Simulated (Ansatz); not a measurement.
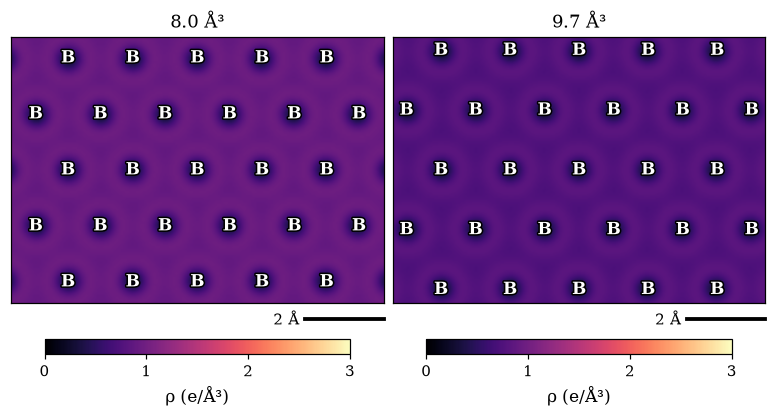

B. The valence electron density of cells scaled evenly to different volumes (given per atom above each panel), on the (001) plane of each (indices in the axes of the cell below), at one length scale and on one colour scale.

A generated structure, not necessarily the stable one.

Computed with DFT, LDA (PW92), plane waves (420 eV) with PAW, scalar-relativistic (Ansatz).

Core electrons are frozen (PAW), and the valence fields are smoothed inside the atomic spheres.

The largest cell:

```cif
data_structure
_symmetry_space_group_name_H-M 'P 1'
_symmetry_Int_Tables_number 1
_cell_length_a 1.7615
_cell_length_b 1.7615
_cell_length_c 7.2011
_cell_angle_alpha 90.000
_cell_angle_beta 90.000
_cell_angle_gamma 120.000
_cell_volume 19.35
loop_
_atom_site_label
_atom_site_type_symbol
_atom_site_fract_x
_atom_site_fract_y
_atom_site_fract_z
_atom_site_occupancy
B1 B 0.33333 0.66667 0.25000 1
B2 B 0.66667 0.33333 0.75000 1
```

| volume (Å³/atom) | B–B contact in the plane (Å) | ρ at its midpoint (e/Å³) | pressure (GPa) | 
| --- | --- | --- | --- |
| 7.95 | 1.650 | 0.931 | 18.8 | 
| 8.29 | 1.673 | ? | ? | 
| 9.68 | 1.762 | 0.765 | −18.9 | 

Estimate the missing row, and compare with the calculation.

Answer. Over the known rows ln ρ falls by 1.75 per Å of B–B distance (the line through the two), which gives 0.894 e/Å³ at 1.673 Å; the calculation gives 0.892 e/Å³. For the pressure, a straight line in volume between the neighbouring rows gives 11.4 GPa; the calculation gives 8.3, lower because pressure rises ever faster on compression.
